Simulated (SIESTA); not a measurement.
# A series of single points on Li$_{2}$O

System: Li$_{2}$O (Fm-3m, 3 atoms in the cell).
Method: Kohn-Sham DFT of a periodic cell, PBE, PseudoDojo 0.4 standard, converted to PSML, no spin polarisation (SIESTA 5.4.2).

The 7 runs differ only in the geometry, by an even scaling of the cell at fixed fractional positions. The structure derives from a Materials Project entry.

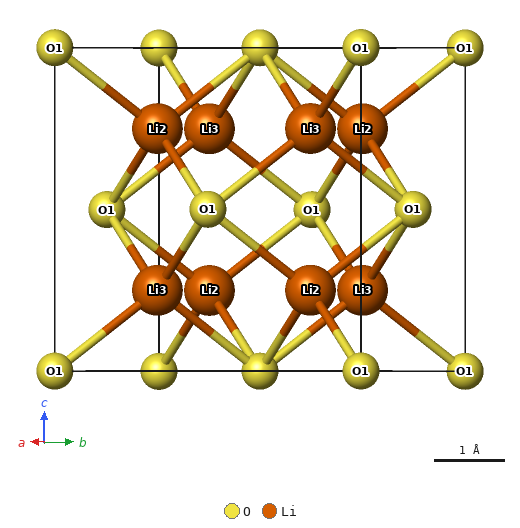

Figure 1. The structure of run 4 (ball-and-stick view of the cell 4 times as large as that of the calculation, set on its symmetry axes, seen at an oblique angle; atoms are numbered from 1 in the order of the input). An atom can appear more than once, as a periodic image.

## Input of run 4
```
SystemName                      Li2O
SystemLabel                     Li2O
NumberOfSpecies                 2
NumberOfAtoms                   3
%block ChemicalSpeciesLabel
  1   8 O
  2   3 Li
%endblock ChemicalSpeciesLabel

LatticeConstant                 1.0 Ang
%block LatticeVectors
     0.0000000000     2.3268543819     2.3268543819
     2.3268543819     0.0000000000     2.3268543819
     2.3268543819     2.3268543819     0.0000000000
%endblock LatticeVectors
AtomicCoordinatesFormat         Fractional
%block AtomicCoordinatesAndAtomicSpecies
     0.0000000000     0.0000000000     0.0000000000  1  O
     0.2500000000     0.2500000000     0.2500000000  2  Li
     0.7500000000     0.7500000000     0.7500000000  2  Li
%endblock AtomicCoordinatesAndAtomicSpecies

%block kgrid.MonkhorstPack
   10   0   0  0.0
    0  10   0  0.0
    0   0  10  0.0
%endblock kgrid.MonkhorstPack
XC.Functional                   GGA
XC.Authors                      PBE
PAO.BasisSize                   DZP
PAO.EnergyShift                 0.003 Ry
Mesh.Cutoff                     800 Ry
OccupationFunction              FD
ElectronicTemperature           0.05 eV
MaxSCFIterations                120
SCF.MustConverge                false
SCF.Mixer.Method                Pulay
SCF.Mixer.Weight                0.25
SCF.Mixer.History               8
SCF.DM.Tolerance                5.0e-05
SCF.H.Tolerance                 1.0e-03 eV
WriteForces                     true
Charge.Mulliken                 end
Charge.Hirshfeld                end
Charge.Voronoi                  end
SaveRho                         true
SaveElectrostaticPotential      true
%block PAO.PolarizationScheme
  Li non-perturbative
%endblock PAO.PolarizationScheme
%block PAO.Basis
  Li 3
  n=1 0 2
    2.782 0.000
  n=2 0 2
    9.500 0.000
  n=2 1 1
    9.500
%endblock PAO.Basis
```

Command:
```bash
siesta < Li2O.fdf > Li2O.out 2>&1
```

Lattice vectors (Å) and fractional positions of run 4:
```
   0.000000    2.326854    2.326854
   2.326854    0.000000    2.326854
   2.326854    2.326854    0.000000
O   0.000000  0.000000  0.000000
Li  0.250000  0.250000  0.250000
Li  0.750000  0.750000  0.750000
```

Run 6 has the same physical settings and fractional positions; its lattice vectors (Å) are:
```
   0.000000    2.357474    2.357474
   2.357474    0.000000    2.357474
   2.357474    2.357474    0.000000
```

## Results, with one run withheld

| run | volume per atom (Å³) | free energy per atom, from the lowest run given (meV) | pressure (GPa) | gap on the mesh (eV) |
| --- | --- | --- | --- | --- |
| 1 | 7.895 | 8.50 | 5.54 | 5.19 |
| 2 | 8.063 | 3.72 | 3.54 | 5.15 |
| 3 | 8.231 | 0.97 | 1.74 | 5.12 |
| 4 | 8.399 | 0.00 | 0.23 | 5.08 |
| 5 | 8.567 | 0.51 | −1.19 | 4.93 |
| 6 | 8.735 | ? | ? | ? |
| 7 | 8.903 | 5.96 | −3.91 | 4.67 |

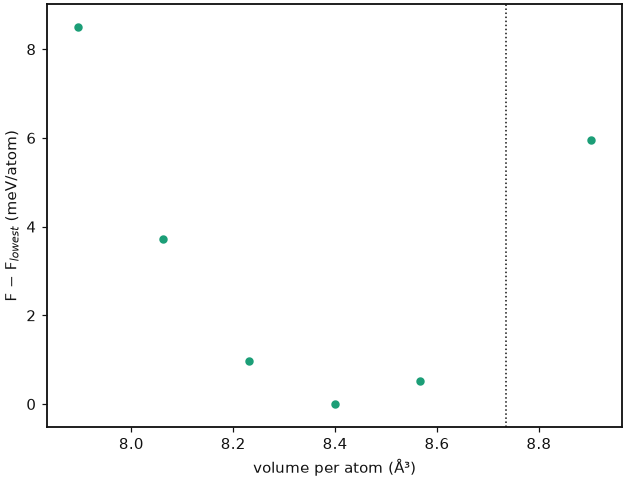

Figure 2. Free energy per atom of the runs given; the dotted line marks run 6.

Fit the runs given and predict run 6.

A cubic polynomial in V^(−2/3) (the Birch–Murnaghan form), fitted to the 6 runs given, misses them by at most 0.05 meV per atom. With x = V^(−2/3) − 0.24331 Å⁻², it reads F = 0.15569 + 254.61 x + 76614 x² − 5697.7 x³ (meV per atom). At run 6 it gives 2.59 meV per atom, and the run itself gives 2.52. The slope of the fit gives a pressure −dF/dV of −2.60 GPa there, and the run prints −2.62 GPa. The fit has its minimum at 8.418 Å³ per atom, where V d²F/dV² gives 75.7 GPa: the bulk modulus at this level, since symmetry fixes the shape and the positions. The gap on the mesh goes, without turning, from 5.19 eV in run 1 to 4.67 eV in run 7; run 6 has 4.80 eV. These are gaps of this functional on this mesh, which can miss the band edges; they aren't the measured gap.

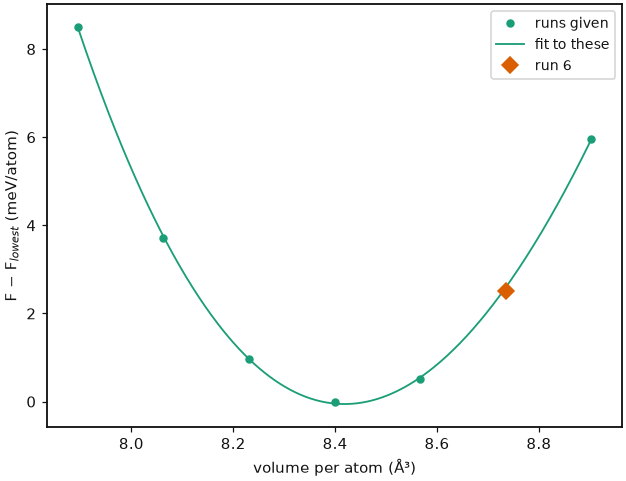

Figure 3. The fit and the withheld run.

## Some lines of the output (run 6)
```
[...]
outcell: Cell volume (Ang**3)        :     26.2042
stepf: Fermi-Dirac step function
siesta: Etot    =      -842.920957
siesta: FreeEng =      -842.920957
        iscf     Eharris(eV)        E_KS(eV)     FreeEng(eV)     dDmax    Ef(eV) dHmax(eV)
siesta: E_KS(eV) =             -845.1243
siesta: E_KS - E_eggbox =      -845.1243
siesta: Etot    =      -845.124332
siesta: FreeEng =      -845.124332
siesta:         Fermi =     -10.143537
siesta: Cell volume =         26.204203 Ang**3
    Orbital volume contribution        =           3.523629 eV
```

Notes: Points of doubt noted for this run: mulliken charges of long orbitals. With a small basis of atomic orbitals these values can differ much from converged plane-wave results.
